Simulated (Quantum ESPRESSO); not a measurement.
## A series of single points on SrCl$_{2}$

System: SrCl$_{2}$ (Fm-3m, 3 atoms in the cell).
Method: Kohn-Sham DFT of a periodic cell, r2SCAN, SG15 PBE 1.2, no spin polarisation (Quantum ESPRESSO 7.5).

The 7 runs differ only in the geometry, by an even scaling of the cell at fixed fractional positions. The structure derives from an entry of the Crystallography Open Database.

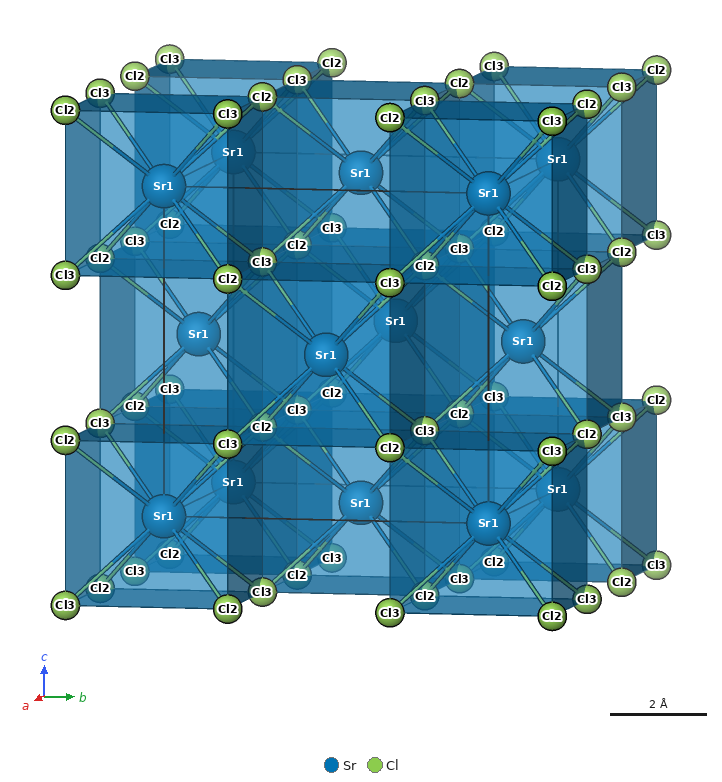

Figure 1. The structure of run 4 (polyhedral view of the cell 4 times as large as that of the calculation, set on its symmetry axes, seen slightly off an axis; polyhedra are completed across the faces of the cell; atoms are numbered from 1 in the order of the input).

**Input of run 4**
```
&CONTROL
  calculation = 'scf'
  prefix = 'pwscf'
  outdir = './tmp'
  pseudo_dir = './pseudo'
  tstress = .true.
  disk_io = 'nowf'
/
&SYSTEM
  ibrav = 0
  nat = 3
  ntyp = 2
  ecutwfc = 68
  nbnd = 19
  input_dft = 'r2scan'
  occupations = 'smearing'
  smearing = 'fd'
  degauss = 0.00367493
  nosym = .true.
  nr1 = 60
  nr2 = 60
  nr3 = 60
/
&ELECTRONS
  conv_thr = 1d-08
  electron_maxstep = 120
  mixing_beta = 0.5
/
ATOMIC_SPECIES
Sr    87.6200 Sr_ONCV_PBE-1.2.upf
Cl    35.4500 Cl_ONCV_PBE-1.2.upf
CELL_PARAMETERS angstrom
   0.0000000000    3.4883500000    3.4883500000
   3.4883500000    0.0000000000    3.4883500000
   3.4883500000    3.4883500000    0.0000000000
ATOMIC_POSITIONS crystal
Sr     0.0000000000    0.0000000000    0.0000000000
Cl     0.7500000000    0.7500000000    0.7500000000
Cl     0.2500000000    0.2500000000    0.2500000000
K_POINTS automatic
5 5 5 0 0 0
```

Command:
```bash
OMP_NUM_THREADS=1 mpirun -n 4 pw.x -nk 2 -in pw.in > pw.out
```

Run 6 differs from it as follows:
```diff
-   0.0000000000    3.4883500000    3.4883500000
-   3.4883500000    0.0000000000    3.4883500000
-   3.4883500000    3.4883500000    0.0000000000
+   0.0000000000    3.5342546063    3.5342546063
+   3.5342546063    0.0000000000    3.5342546063
+   3.5342546063    3.5342546063    0.0000000000
```

**Results, with one run withheld**

```tsv
run	volume per atom (Å³)	free energy per atom, from the lowest run given (meV)	pressure (GPa)	gap on the mesh (eV)
1	26.601	16.04	2.95	6.17
2	27.167	7.40	1.93	6.08
3	27.733	2.18	1.02	6.00
4	28.299	0.00	0.19	5.92
5	28.865	0.55	−0.54	5.84
6	29.431	?	?	?
7	29.997	8.74	−1.78	5.70
```

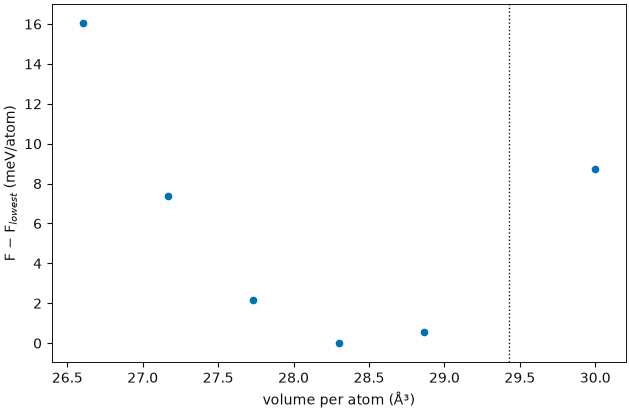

Figure 2. Free energy per atom of the runs given; the dotted line marks run 6.

What should run 6 give?

A cubic polynomial in V^(−2/3) (the Birch–Murnaghan form), fitted to the 6 runs given, misses them by under 0.01 meV per atom. With x = V^(−2/3) − 0.10826 Å⁻², it reads F = 0.52214 + 1287 x + 6.582e+05 x² + 1.6516e+06 x³ (meV per atom). At run 6 it gives 3.55 meV per atom, and the run itself gives 3.55. The slope of the fit gives a pressure −dF/dV of −1.17 GPa there, and the run prints −1.19 GPa. The fit has its minimum at 28.460 Å³ per atom, where V d²F/dV² gives 37.6 GPa: the bulk modulus at this level, since symmetry fixes the shape and the positions. The gap on the mesh goes, without turning, from 6.17 eV in run 1 to 5.70 eV in run 7; run 6 has 5.77 eV. These are gaps of this functional on this mesh, which can miss the band edges; they aren't the measured gap.

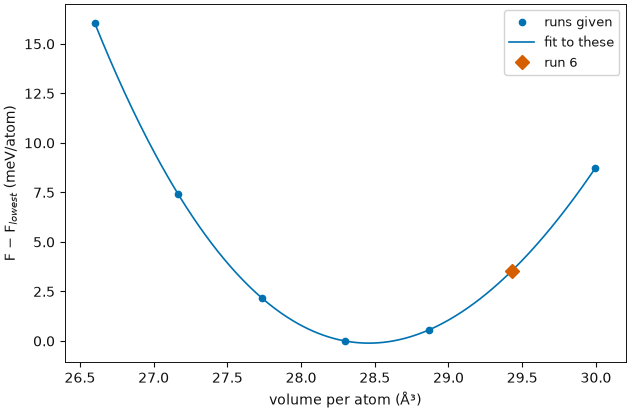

Figure 3. The fit and the withheld run.

**Some lines of the output (run 6)**
```
[...]
     number of k points=    63  Fermi-Dirac smearing, width (Ry)=  0.0037
     total energy              =    -123.31268892 Ry
     total energy              =    -123.33701968 Ry
     total energy              =    -123.34248929 Ry
     total energy              =    -123.34328242 Ry
     total energy              =    -123.34333606 Ry
     total energy              =    -123.34334438 Ry
     total energy              =    -123.34334475 Ry
     total energy              =    -123.34334483 Ry
     the Fermi energy is     4.7696 ev
!    total energy              =    -123.34334483 Ry
     The total energy is F=E-TS. E is the sum of the following terms:
     Computing stress (Cartesian axis) and pressure
          total   stress  (Ry/bohr**3)                   (kbar)     P=      -11.91
```

Notes: Further notes kept with the run: potentials made for another functional; this file of Cl or I parts from the other sets. Points of doubt noted for this run: potentials made for another functional; this file of cl or i parts from the other sets.
